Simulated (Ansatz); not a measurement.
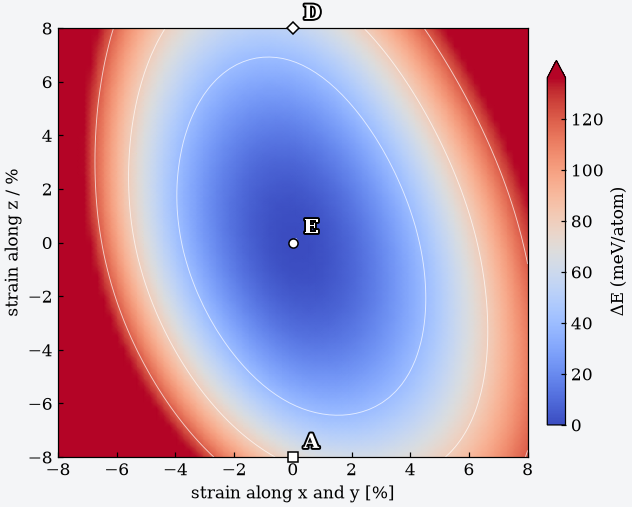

ScAl₃ (Pm-3m, No. 221; 4 atoms in the cell). The cell is strained homogeneously, by one strain along x and y and another along z, with fractional coordinates fixed (x, y and z along the cube axes). The first coordinate is: strain along x and y; the second: strain along z. Grid: 5 × 5 points. Points are written as (first, second). Energies are in meV/atom, from the lowest grid point. Method: DFT PBEsol, scalar-relativistic, plane waves, PAW (Ansatz 0.2.0). Settings: cutoff 420 eV, k-mesh 12×12×12, gaussian smearing 0.15 eV, no spin polarisation.

In the figure: a smooth colour map with a few white contour lines, one colour for all values above the top of the scale, lettered points. Between grid points the surface is interpolated.

**Rank the lettered points by energy, lowest first.**

E (0 meV/atom), D (55 meV/atom), A (73 meV/atom).
